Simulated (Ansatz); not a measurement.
**Run report: In4Ga3As3, geometry relaxation (part 4 of 4)**

The same run, continued: In4Ga3As3 (interface cell, 30 atoms in the cell); DFT LDA, scalar-relativistic, plane waves, PAW, no spin polarisation (Ansatz 0.2.0); cutoff 420 eV, 6×6×2 k-mesh, Gaussian smearing of 0.1 eV. The structure derives from a Materials Project entry. It belongs to a series of runs on one base structure; here: film shifted by (0.5, 0.5) in the plane.

**Trajectory as extended XYZ, continued**
```
30
Lattice="6.8627 0.0000 0.0000 -3.4314 5.9433 0.0000 0.0000 0.0000 17.3885" Properties=species:S:1:pos:R:3:forces:R:3 step=5 energy=-141814.92153 pressure_GPa=-1.35
As    0.0020    3.9637    0.5206   -0.0011  -0.0010   0.0246
As   -3.4291    5.9482    0.3451    0.0024   0.0002  -0.0110
As    3.4377    1.9826    0.2884    0.0002   0.0019  -0.0084
Ga   -1.1552    5.9789    1.2741    0.0023   0.0059  -0.0132
Ga   -1.1634    1.9563    1.2789   -0.0067  -0.0010  -0.0149
Ga    2.3273    3.9587    1.2725    0.0034  -0.0061  -0.0117
As   -1.1425    5.9573    3.7181   -0.0007  -0.0036   0.0096
As   -4.5832    7.9191    3.7211    0.0034   0.0020   0.0095
As    2.2997    3.9592    3.7172   -0.0036   0.0014   0.0095
Ga   -2.2948    7.9323    4.5221   -0.0031   0.0010  -0.0116
Ga   -2.2765    3.9695    4.5219    0.0027   0.0025  -0.0113
Ga    1.1446    5.9333    4.5227    0.0023  -0.0029  -0.0121
As   -2.3102    7.9261    6.9665   -0.0069   0.0030  -0.0191
As   -5.7074    9.9223    6.9676    0.0076   0.0062  -0.0217
As    1.1502    5.9223    6.9675    0.0019  -0.0085  -0.0214
Ga   -3.4330    9.9034    7.9284    0.0008  -0.0004   0.0172
Ga   -3.4338    5.9430    7.9077    0.0023   0.0028   0.0202
Ga   -0.0017    7.9236    7.7182   -0.0014  -0.0007   0.0368
In    1.6706   10.9365   10.2411    0.0018  -0.0091   0.0021
In   -1.6864   10.8619   10.2371   -0.0113  -0.0001   0.0068
In    3.3584    7.8709   10.2371    0.0035   0.0057   0.0003
In   -0.0149    7.9140   10.3577   -0.0019  -0.0002  -0.0051
In    3.3661   11.8520   12.7463   -0.0171   0.0061   0.0031
In   -0.0250   11.8754   12.7717   -0.0040  -0.0017   0.0078
In    5.1213    8.9293   12.7456    0.0146   0.0110   0.0021
In    1.7046    8.8605   12.7653    0.0035  -0.0166   0.0039
In    5.0699   12.7047   15.3005   -0.0060  -0.0120   0.0052
In    1.5562   12.9490   15.2970   -0.0033   0.0113   0.0082
In    6.9572    9.9242   15.2916    0.0126   0.0010   0.0077
In    3.4025    9.8874   15.2499    0.0021   0.0020  -0.0128
30
Lattice="6.8627 0.0000 0.0000 -3.4314 5.9433 0.0000 0.0000 0.0000 17.3764" Properties=species:S:1:pos:R:3:forces:R:3 step=6 energy=-141814.92614 pressure_GPa=-1.30
As    0.0010    3.9634    0.5257    0.0011  -0.0003   0.0185
As   -3.4291    5.9472    0.3418    0.0015   0.0022  -0.0331
As    3.4367    1.9840    0.2780    0.0010   0.0010  -0.0316
Ga   -1.1552    5.9822    1.2680    0.0065   0.0036  -0.0095
Ga   -1.1664    1.9536    1.2722   -0.0054   0.0052  -0.0130
Ga    2.3283    3.9582    1.2677    0.0001  -0.0091  -0.0081
As   -1.1417    5.9597    3.7106   -0.0001  -0.0054   0.0148
As   -4.5834    7.9191    3.7130    0.0044   0.0027   0.0159
As    2.3026    3.9593    3.7104   -0.0051   0.0027   0.0143
Ga   -2.2952    7.9342    4.5143   -0.0028  -0.0020  -0.0115
Ga   -2.2735    3.9710    4.5151   -0.0003   0.0036  -0.0120
Ga    1.1458    5.9328    4.5151    0.0050  -0.0007  -0.0120
As   -2.3098    7.9288    6.9574   -0.0106   0.0180   0.0022
As   -5.7033    9.9248    6.9602    0.0233   0.0019   0.0014
As    1.1523    5.9220    6.9588   -0.0087  -0.0190   0.0020
Ga   -3.4299    9.9045    7.9384   -0.0017  -0.0013  -0.0275
Ga   -3.4318    5.9454    7.8972    0.0006   0.0022   0.0057
Ga    0.0000    7.9248    7.7050   -0.0010  -0.0011   0.0523
In    1.6436   10.9165   10.2381   -0.0024  -0.0292  -0.0024
In   -1.7115   10.8643   10.2336   -0.0257   0.0201   0.0015
In    3.3550    7.8633   10.2309    0.0283   0.0106  -0.0017
In   -0.0194    7.9112   10.3492   -0.0019  -0.0016  -0.0160
In    3.2905   11.8489   12.7402   -0.0233   0.0126   0.0030
In   -0.0257   11.8772   12.7741   -0.0032  -0.0034   0.0073
In    5.1582    8.9873   12.7402    0.0215   0.0105   0.0024
In    1.7355    8.7883   12.7737    0.0011  -0.0216  -0.0015
In    5.0304   12.6097   15.2927    0.0211   0.0245   0.0106
In    1.5135   13.0488   15.2904    0.0038  -0.0281   0.0127
In    7.0743    9.9391   15.2834   -0.0143   0.0074   0.0190
In    3.4193    9.8959   15.2450   -0.0129  -0.0060  -0.0035
30
Lattice="6.8627 0.0000 0.0000 -3.4314 5.9433 0.0000 0.0000 0.0000 17.3438" Properties=species:S:1:pos:R:3:forces:R:3 step=7 energy=-141814.92813 pressure_GPa=-1.20
As    0.0027    3.9647    0.5169   -0.0009  -0.0004  -0.0438
As   -3.4288    5.9480    0.3380   -0.0003   0.0013   0.0004
As    3.4366    1.9842    0.2435    0.0004  -0.0004   0.0016
Ga   -1.1510    5.9868    1.2550    0.0194  -0.0072   0.0152
Ga   -1.1715    1.9563    1.2579   -0.0047   0.0218   0.0167
Ga    2.3313    3.9530    1.2550   -0.0165  -0.0147   0.0147
As   -1.1386    5.9591    3.7003   -0.0010   0.0069  -0.0106
As   -4.5825    7.9220    3.7018   -0.0061  -0.0032  -0.0116
As    2.3018    3.9588    3.7002    0.0078  -0.0034  -0.0110
Ga   -2.2946    7.9319    4.5019    0.0007  -0.0033   0.0043
Ga   -2.2746    3.9731    4.5033   -0.0015   0.0006   0.0018
Ga    1.1497    5.9348    4.5030    0.0045   0.0027   0.0038
As   -2.3097    7.9238    6.9469   -0.0022   0.0000  -0.0178
As   -5.7052    9.9304    6.9506   -0.0038  -0.0014  -0.0108
As    1.1595    5.9229    6.9490    0.0018   0.0023  -0.0126
Ga   -3.4288    9.9041    7.9043    0.0035  -0.0020  -0.0261
Ga   -3.4309    5.9466    7.9157    0.0010   0.0026   0.0092
Ga    0.0020    7.9256    7.6929    0.0010   0.0005   0.0189
In    1.6390   10.8160   10.2333   -0.0726   0.0093  -0.0030
In   -1.8149   10.9213   10.2342    0.0599   0.0443   0.0045
In    3.4664    7.9061   10.2303   -0.0061  -0.0648   0.0072
In   -0.0291    7.8982   10.3281    0.0116   0.0089  -0.0306
In    3.1966   11.8977   12.7479    0.0001  -0.0537   0.0139
In   -0.0394   11.8713   12.7238   -0.0046   0.0032  -0.0027
In    5.2507    9.0353   12.7447   -0.0520   0.0343   0.0115
In    1.7342    8.7071   12.7578    0.0612   0.0158  -0.0072
In    5.0465   12.5926   15.2637   -0.0295  -0.0049   0.0092
In    1.4780   13.0410   15.2625    0.0143   0.0312   0.0089
In    7.0990    9.9632   15.2601    0.0149  -0.0224   0.0142
In    3.4166    9.8898   15.1920   -0.0001  -0.0040   0.0318
30
Lattice="6.8627 0.0000 0.0000 -3.4314 5.9433 0.0000 0.0000 0.0000 17.3775" Properties=species:S:1:pos:R:3:forces:R:3 step=8 energy=-141814.93401 pressure_GPa=-1.28
As    0.0023    3.9648    0.5251    0.0045   0.0025  -0.0152
As   -3.4288    5.9483    0.3424   -0.0003  -0.0028  -0.0066
As    3.4364    1.9847    0.2472   -0.0005   0.0005   0.0070
Ga   -1.1503    5.9880    1.2613    0.0135  -0.0036   0.0069
Ga   -1.1727    1.9565    1.2640   -0.0056   0.0159   0.0088
Ga    2.3312    3.9526    1.2616   -0.0095  -0.0113   0.0052
As   -1.1376    5.9617    3.7063    0.0003  -0.0023  -0.0086
As   -4.5825    7.9218    3.7074    0.0006   0.0016  -0.0097
As    2.3049    3.9592    3.7062   -0.0014  -0.0006  -0.0084
Ga   -2.2945    7.9337    4.5075    0.0002   0.0003   0.0050
Ga   -2.2718    3.9746    4.5093    0.0009   0.0008   0.0012
Ga    1.1511    5.9344    4.5089    0.0012  -0.0005   0.0038
As   -2.3080    7.9274    6.9521   -0.0024   0.0016  -0.0103
As   -5.7022    9.9300    6.9567    0.0022   0.0014  -0.0058
As    1.1586    5.9237    6.9549    0.0015  -0.0018  -0.0074
Ga   -3.4270    9.9052    7.9194    0.0017  -0.0020  -0.0106
Ga   -3.4297    5.9484    7.9130   -0.0003   0.0039  -0.0113
Ga    0.0030    7.9268    7.7038   -0.0038  -0.0020   0.0147
In    1.5883   10.7898   10.2399   -0.0071   0.0006   0.0151
In   -1.8176   10.9570   10.2417   -0.0036   0.0090   0.0154
In    3.4811    7.8790   10.2368    0.0219  -0.0082   0.0046
In   -0.0280    7.9002   10.3396   -0.0110  -0.0026   0.0702
In    3.1432   11.8700   12.7782    0.0155   0.0104  -0.0218
In   -0.0410   11.8713   12.7617    0.0078  -0.0125   0.0233
In    5.2489    9.0929   12.7750    0.0091  -0.0146  -0.0193
In    1.7893    8.6655   12.7794   -0.0290   0.0229  -0.0009
In    5.0278   12.5569   15.3056   -0.0159   0.0154  -0.0191
In    1.4644   13.0875   15.3061    0.0273  -0.0009  -0.0215
In    7.1557    9.9659   15.3055   -0.0184  -0.0241  -0.0339
In    3.4168    9.8878   15.2389    0.0006   0.0030   0.0296
30
Lattice="6.8627 0.0000 0.0000 -3.4314 5.9433 0.0000 0.0000 0.0000 17.3725" Properties=species:S:1:pos:R:3:forces:R:3 step=9 energy=-141814.93733 pressure_GPa=-1.28
As    0.0070    3.9677    0.5268   -0.0030  -0.0014  -0.0027
As   -3.4247    5.9515    0.3225    0.0010  -0.0029   0.0086
As    3.4406    1.9870    0.2630   -0.0022   0.0042  -0.0070
Ga   -1.1501    5.9881    1.2605   -0.0179  -0.0039  -0.0030
Ga   -1.1651    1.9576    1.2628    0.0167  -0.0094  -0.0012
Ga    2.3356    3.9592    1.2610    0.0094   0.0183  -0.0059
As   -1.1357    5.9628    3.7048    0.0002   0.0005   0.0034
As   -4.5780    7.9241    3.7054    0.0008  -0.0026   0.0049
As    2.3084    3.9633    3.7050   -0.0014   0.0018   0.0019
Ga   -2.2898    7.9369    4.5060    0.0000  -0.0006  -0.0015
Ga   -2.2685    3.9755    4.5101    0.0001   0.0001  -0.0018
Ga    1.1533    5.9380    4.5080    0.0008   0.0004  -0.0015
As   -2.3022    7.9332    6.9502    0.0012   0.0028   0.0044
As   -5.6993    9.9294    6.9585    0.0015  -0.0017   0.0069
As    1.1578    5.9291    6.9538   -0.0019  -0.0008   0.0060
Ga   -3.4233    9.9079    7.9208   -0.0005  -0.0015  -0.0051
Ga   -3.4272    5.9533    7.8997   -0.0007   0.0004  -0.0008
Ga    0.0047    7.9294    7.7208    0.0013  -0.0005   0.0104
In    1.5702   10.7811   10.2442   -0.0042  -0.0065  -0.0083
In   -1.8148   10.9648   10.2395    0.0014   0.0085  -0.0096
In    3.4895    7.8602   10.2396   -0.0044   0.0010  -0.0077
In   -0.0453    7.8900   10.3601    0.0039   0.0028  -0.0111
In    3.1698   11.8470   12.7594   -0.0023  -0.0067  -0.0015
In   -0.0300   11.8797   12.7811   -0.0028   0.0032   0.0072
In    5.2270    9.0949   12.7553   -0.0112  -0.0082   0.0058
In    1.7678    8.6848   12.7679    0.0080   0.0014   0.0021
In    5.0037   12.5744   15.2921    0.0341   0.0005   0.0011
In    1.5172   13.0836   15.2855   -0.0328  -0.0188   0.0034
In    7.1119    9.9382   15.2844    0.0064   0.0215   0.0062
In    3.4005    9.8728   15.2419   -0.0014  -0.0019  -0.0037
30
Lattice="6.8627 0.0000 0.0000 -3.4314 5.9433 0.0000 0.0000 0.0000 17.3805" Properties=species:S:1:pos:R:3:forces:R:3 step=10 energy=-141814.93782 pressure_GPa=-1.31
As    0.0066    3.9673    0.5253    0.0006  -0.0006   0.0012
As   -3.4250    5.9506    0.3317   -0.0006  -0.0006   0.0060
As    3.4407    1.9862    0.2604   -0.0006   0.0030   0.0008
Ga   -1.1496    5.9876    1.2626   -0.0020   0.0006  -0.0021
Ga   -1.1652    1.9581    1.2654    0.0005  -0.0014   0.0001
Ga    2.3351    3.9577    1.2623    0.0027   0.0017  -0.0024
As   -1.1362    5.9621    3.7074    0.0009  -0.0009   0.0013
As   -4.5786    7.9231    3.7085    0.0010   0.0015   0.0007
As    2.3073    3.9624    3.7069   -0.0016  -0.0002   0.0019
Ga   -2.2904    7.9360    4.5087    0.0004   0.0012   0.0007
Ga   -2.2696    3.9747    4.5118    0.0003  -0.0010  -0.0003
Ga    1.1526    5.9370    4.5106   -0.0007  -0.0002  -0.0005
As   -2.3028    7.9320    6.9534   -0.0026  -0.0015   0.0016
As   -5.7016    9.9276    6.9602    0.0012   0.0041   0.0016
As    1.1560    5.9285    6.9567    0.0029  -0.0025   0.0023
Ga   -3.4254    9.9070    7.9206    0.0012  -0.0004   0.0019
Ga   -3.4286    5.9516    7.9028    0.0015   0.0010  -0.0091
Ga    0.0036    7.9284    7.7252   -0.0015  -0.0011   0.0056
In    1.5746   10.7917   10.2429    0.0046   0.0003   0.0026
In   -1.8022   10.9639   10.2400   -0.0082  -0.0066   0.0065
In    3.4774    7.8615   10.2383    0.0047   0.0057   0.0023
In   -0.0391    7.8965   10.3636   -0.0033   0.0003   0.0095
In    3.1843   11.8448   12.7639   -0.0034   0.0088   0.0010
In   -0.0359   11.8745   12.7866    0.0014  -0.0043  -0.0248
In    5.2097    9.0711   12.7646    0.0116   0.0027  -0.0079
In    1.7710    8.7051   12.7738   -0.0079  -0.0067  -0.0015
In    5.0283   12.5919   15.3001   -0.0170  -0.0047  -0.0027
In    1.5034   13.0619   15.2970    0.0071   0.0052  -0.0007
In    7.1051    9.9461   15.2957    0.0025  -0.0122  -0.0054
In    3.4058    9.8788   15.2474    0.0043   0.0089   0.0099
30
Lattice="6.8627 0.0000 0.0000 -3.4314 5.9433 0.0000 0.0000 0.0000 17.3764" Properties=species:S:1:pos:R:3:forces:R:3 step=11 energy=-141814.93841 pressure_GPa=-1.29
As    0.0091    3.9697    0.5277    0.0004   0.0004   0.0056
As   -3.4229    5.9539    0.3314    0.0013  -0.0008  -0.0033
As    3.4440    1.9889    0.2585    0.0000   0.0014   0.0019
Ga   -1.1484    5.9916    1.2621    0.0036  -0.0063  -0.0022
Ga   -1.1636    1.9595    1.2656    0.0039   0.0056   0.0005
Ga    2.3398    3.9601    1.2610   -0.0079   0.0008   0.0003
As   -1.1333    5.9639    3.7073    0.0032  -0.0007   0.0005
As   -4.5751    7.9255    3.7086    0.0021   0.0012  -0.0002
As    2.3100    3.9650    3.7062   -0.0017   0.0019  -0.0003
Ga   -2.2863    7.9380    4.5083   -0.0030   0.0027  -0.0034
Ga   -2.2676    3.9762    4.5115    0.0050   0.0022  -0.0015
Ga    1.1558    5.9401    4.5107   -0.0012  -0.0032  -0.0027
As   -2.2972    7.9345    6.9522   -0.0003   0.0013  -0.0033
As   -5.6974    9.9299    6.9602    0.0009   0.0001  -0.0012
As    1.1601    5.9317    6.9569    0.0021   0.0000  -0.0032
Ga   -3.4204    9.9089    7.9178   -0.0011  -0.0020  -0.0010
Ga   -3.4242    5.9552    7.8994   -0.0007  -0.0008   0.0023
Ga    0.0080    7.9310    7.7289   -0.0009  -0.0006   0.0022
In    1.5654   10.7823   10.2389    0.0001   0.0035   0.0026
In   -1.8274   10.9545   10.2390   -0.0016   0.0024   0.0051
In    3.4757    7.8539   10.2326    0.0035  -0.0025   0.0033
In   -0.0412    7.8985   10.3670   -0.0011  -0.0013  -0.0021
In    3.1697   11.8537   12.7615   -0.0027  -0.0040  -0.0008
In   -0.0396   11.8662   12.7724   -0.0019   0.0010   0.0053
In    5.2145    9.0751   12.7623   -0.0014   0.0000  -0.0012
In    1.7814    8.6965   12.7735   -0.0032  -0.0031   0.0013
In    5.0171   12.5818   15.2936    0.0038  -0.0003  -0.0037
In    1.4887   13.0618   15.2918   -0.0043  -0.0014  -0.0007
In    7.1082    9.9338   15.2874    0.0037   0.0018  -0.0022
In    3.4084    9.8839   15.2469   -0.0006   0.0005   0.0020
30
Lattice="6.8627 0.0000 0.0000 -3.4314 5.9433 0.0000 0.0000 0.0000 17.3764" Properties=species:S:1:pos:R:3:forces:R:3 step=12 energy=-141814.93702 pressure_GPa=-1.29
As    0.0091    3.9697    0.5277    0.0003   0.0004   0.0056
As   -3.4229    5.9539    0.3314    0.0013  -0.0008  -0.0033
As    3.4440    1.9889    0.2585    0.0000   0.0014   0.0019
Ga   -1.1484    5.9916    1.2621    0.0036  -0.0063  -0.0022
Ga   -1.1636    1.9595    1.2656    0.0039   0.0056   0.0006
Ga    2.3398    3.9601    1.2610   -0.0079   0.0008   0.0003
As   -1.1333    5.9639    3.7073    0.0032  -0.0007   0.0005
As   -4.5751    7.9255    3.7086    0.0021   0.0012  -0.0002
As    2.3100    3.9650    3.7062   -0.0017   0.0019  -0.0003
Ga   -2.2863    7.9380    4.5083   -0.0030   0.0027  -0.0034
Ga   -2.2676    3.9762    4.5115    0.0050   0.0022  -0.0015
Ga    1.1558    5.9401    4.5107   -0.0012  -0.0032  -0.0027
As   -2.2972    7.9345    6.9522   -0.0003   0.0013  -0.0033
As   -5.6974    9.9299    6.9602    0.0009   0.0001  -0.0012
As    1.1601    5.9317    6.9569    0.0021   0.0000  -0.0032
Ga   -3.4204    9.9089    7.9178   -0.0011  -0.0020  -0.0010
Ga   -3.4242    5.9552    7.8994   -0.0007  -0.0008   0.0023
Ga    0.0080    7.9310    7.7289   -0.0009  -0.0006   0.0022
In    1.5654   10.7823   10.2389    0.0001   0.0035   0.0026
In   -1.8274   10.9545   10.2390   -0.0016   0.0023   0.0051
In    3.4757    7.8539   10.2326    0.0035  -0.0025   0.0033
In   -0.0412    7.8985   10.3670   -0.0011  -0.0013  -0.0021
In    3.1697   11.8537   12.7615   -0.0027  -0.0040  -0.0008
In   -0.0396   11.8662   12.7724   -0.0019   0.0010   0.0053
In    5.2145    9.0751   12.7623   -0.0014   0.0000  -0.0012
In    1.7814    8.6965   12.7735   -0.0032  -0.0031   0.0013
In    5.0171   12.5818   15.2936    0.0038  -0.0003  -0.0037
In    1.4887   13.0618   15.2918   -0.0043  -0.0014  -0.0007
In    7.1082    9.9338   15.2874    0.0037   0.0018  -0.0022
In    3.4084    9.8839   15.2469   -0.0006   0.0005   0.0020
```

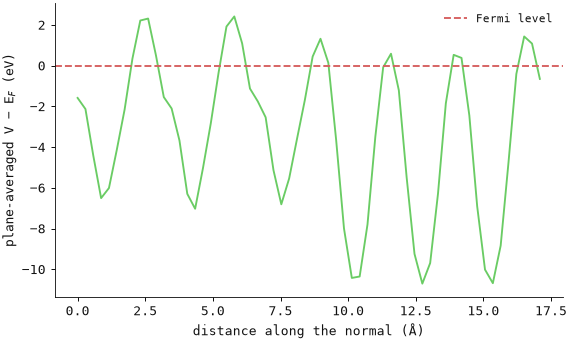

*Plane average of the electrostatic potential energy of an electron across the cell, from the Fermi level.*

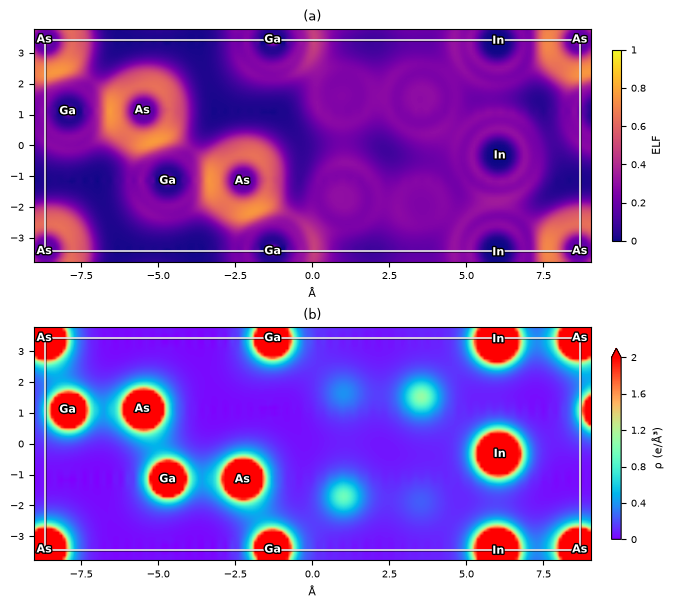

*(a) ELF; (b) valence pseudo-density on the (11̄0) plane of the calculation cell.*

Ga–As (2.42 Å): ρ at the midpoint is about 0.51 e/Å³; the ELF peaks at about 0.75 between the atoms, which marks localised, shared-pair bonding. In–As (2.66 Å): ρ at the midpoint is about 0.37 e/Å³; the ELF is about 0.50 at the midpoint. In–In (3.14 Å): ρ is about 0.17 e/Å³ halfway; the ELF is about 0.35 at the midpoint; no shared electron pair. Ga–As (2.44 Å): the density is about 0.49 e/Å³ at the midpoint; the ELF peaks at about 0.75 between the atoms, which marks a shared electron pair. In–In (3.14 Å): ρ is about 0.17 e/Å³ halfway; the ELF is about 0.35 at the midpoint; no localised pair between them. The density dies away to nearly zero in the voids. Core electrons are frozen (PAW), so the fields are smoothed inside the atomic spheres.

**Key numbers**

```tsv
quantity	value
outcome	converged
electrons treated	408
free energy	−141814.9370 eV
Fermi energy	9.075 eV
gap on the k-point mesh	none (metallic)
final volume	708.73 Å³
largest force (length of the vector) at the end	0.008 eV/Å
wall time	36 min (CPU time 4.7 h)
peak memory	9 GiB
```
